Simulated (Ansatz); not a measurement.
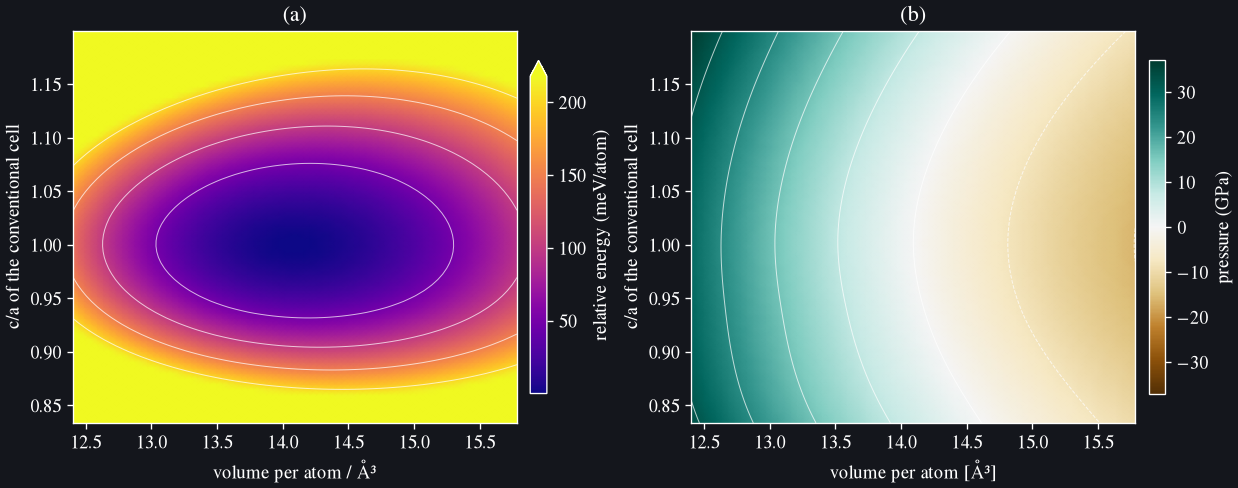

ZrB (Fm-3m, No. 225; 2 atoms in the cell). The energy is mapped over volume and the cell's shape. The first coordinate is: volume per atom; the second: c/a of the conventional cell. Nothing is relaxed (symmetry fixes all fractional coordinates). The scan uses a 7 × 7 grid. Points are written as (first, second). Energies: meV/atom, counted from the lowest grid point. Theory: DFT LDA, scalar-relativistic, plane waves, PAW (Ansatz). Settings: cutoff 520 eV, k-mesh 18×18×18, gaussian smearing 0.15 eV, no spin polarisation.

Panel (a) is the energy and panel (b) the computed pressure on the same grid.

Drawn: a smooth colour map with a few white contour lines, one colour for all values above the top of the scale. Between grid points the surface is interpolated.

How does the pressure vary over the map, and what is it at the lowest grid point?

It runs from −16.1 GPa at (15.78 Å³, 1.000) to 37.0 GPa at (12.40 Å³, 1.200). At the lowest grid point, (14.09 Å³, 1.000), it is 0.0 GPa. The pressure is minus the slope of the energy with volume, so it vanishes at the true minimum, which need not be a grid point.

```
c/a of the conventional cell ↓, volume per atom →  12.40  12.96  13.53  14.09  14.65  15.22  15.78
                                            1.200   37.0   25.8   16.5    8.6    1.9   −3.8   −8.6
                                            1.129   32.6   21.4   12.0    4.0   −2.6   −8.1  −12.6
                                            1.062   29.9   18.5    8.9    1.0   −5.4  −10.8  −15.2
                                            1.000   29.0   17.4    7.9    0.0   −6.4  −11.7  −16.1
                                            0.941   29.4   18.2    8.8    1.0   −5.5  −10.8  −15.2
                                            0.886   30.7   19.7   10.6    3.1   −3.2   −8.4  −12.8
                                            0.834   33.3   22.4   13.4    5.8   −0.4   −5.6  −10.0
```
